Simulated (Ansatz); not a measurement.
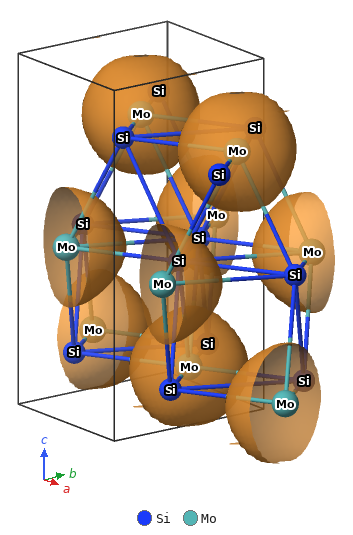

Figure 1: Si2Mo. Isosurface of the valence charge density (pseudo) at 0.5 e/Å³ (orange), seen slightly off an axis. Sticks mark near contacts.

Space group P6₂22; a structure from a database of computed crystals, not necessarily the ambient phase; computed without spin polarisation.

Theory: DFT PBEsol, scalar-relativistic, plane waves, PAW in Ansatz 0.2.0.

Core electrons are frozen (PAW), and the valence fields are smoothed inside the atomic spheres.

The calculation's input:

```
crystal:
  lattice:
    - [4.5854715599, 0.0, 0.0]
    - [-2.29273578, 3.9711348592, 0.0]
    - [0.0, 0.0, 6.5797601]
  atoms:
    - { symbol: Si, position: [0.16387298, 0.83612702, 0.83333333] }
    - { symbol: Si, position: [0.32774596, 0.16387298, 0.16666667] }
    - { symbol: Si, position: [0.83612702, 0.67225404, 0.5] }
    - { symbol: Si, position: [0.83612702, 0.16387298, 0.83333333] }
    - { symbol: Si, position: [0.67225404, 0.83612702, 0.16666667] }
    - { symbol: Si, position: [0.16387298, 0.32774596, 0.5] }
    - { symbol: Mo, position: [0.5, 0.0, 0.5] }
    - { symbol: Mo, position: [0.0, 0.5, 0.16666667] }
    - { symbol: Mo, position: [0.5, 0.5, 0.83333333] }
basis:
  ecutwfc: 420
kpoints:
  mp_grid: { grid: [12, 12, 6] }
hamiltonian:
  xc: pbesol
scf:
  occupations: { method: gaussian, width: 0.1 }
output:
  forces: true
  stress: true
  eigenvalues: true
  write_density: true
  write_potential: true
  elf: true
  volumetric_format: npy
relax:
  adjacent_minimum: "off"
  f_tol: 0.005
  max_steps: 80
  cell: { stress_tol: 0.05 }
```

Command:

```sh
ansatz run input.yaml --threads 2 --pin off --max-ram 5120MiB --backend cpu --events-out ev --progress --plain --runs-dir out
```

Below, planes, directions and counts refer to the conventional cell (a = 4.57 Å, b = 4.57 Å, c = 6.57 Å, α = 90.00°, β = 90.00°, γ = 120.00°).

The fields are those of the run's last geometry, not of the input's.

Which contacts does the surface bridge?

At this value the density breaks into separate islands; it holds about 50 % of the electrons treated as valence (semicore included). It bridges none of the near contacts. It is pinched off along the sampled Si–Si (2.55 Å), Si–Mo (2.56 Å), Si–Si (2.60 Å) and Si–Mo (2.63 Å) contacts. On the grid the lowest density along these lines, outside the cores, is 0.37 e/Å³ (Si–Si, 2.55 Å), 0.42 e/Å³ (Si–Mo, 2.56 Å), 0.34 e/Å³ (Si–Si, 2.60 Å) and 0.39 e/Å³ (Si–Mo, 2.63 Å).
